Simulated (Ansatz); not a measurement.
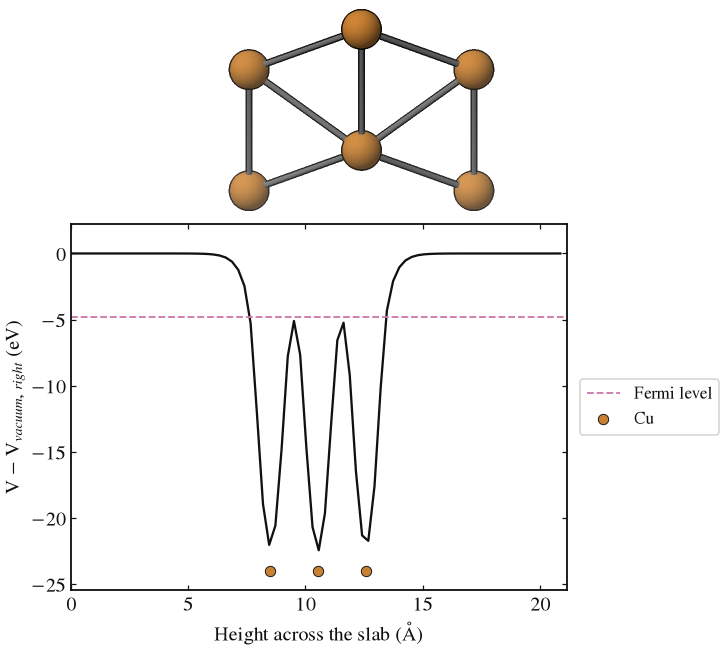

Plane-averaged electrostatic potential energy of an electron across the slab; circles at the bottom mark the heights of the atoms (positions after relaxation). The structure is drawn too.

Input of the run:

```
crystal:
  lattice:
    - [2.5305027254, 0.0, 0.0]
    - [-1.2652513627, 2.1914796445, 0.0]
    - [0.0, 0.0, 21.1298555601]
  atoms:
    - { symbol: Cu, position: [0.3333333333, 0.6666666667, 0.4022744015] }
    - { symbol: Cu, position: [0.6666666667, 0.3333333333, 0.5] }
    - { symbol: Cu, position: [0.3333333333, 0.6666666667, 0.5977255985] }
basis:
  ecutwfc: 500
kpoints:
  mp_grid: { grid: [12, 12, 1] }
hamiltonian:
  xc: r2scan
scf:
  occupations: { method: gaussian, width: 0.1 }
output:
  forces: true
  eigenvalues: true
  write_density: true
  write_potential: true
  elf: true
  volumetric_format: npy
relax:
  adjacent_minimum: "off"
  f_tol: 0.03
  max_steps: 70
  constraints: [{ sites: [0] }]
efield:
  axis: 3
  dipole_correction: true
  ramp_width: 0.04
```

Launched with:
```bash
ansatz run input.yaml --threads 2 --pin off --max-ram 5120MiB --backend cpu --events-out ev --progress --plain --runs-dir out
```

> What is the work function?

The work function is 4.78 eV, the same on both faces. The two vacuum levels agree, so the slab has no net dipole along its normal.

> How thick are slab and vacuum?

The outermost atoms are 4.1 Å apart, which leaves 17.1 Å of vacuum in a cell 21.1 Å high.
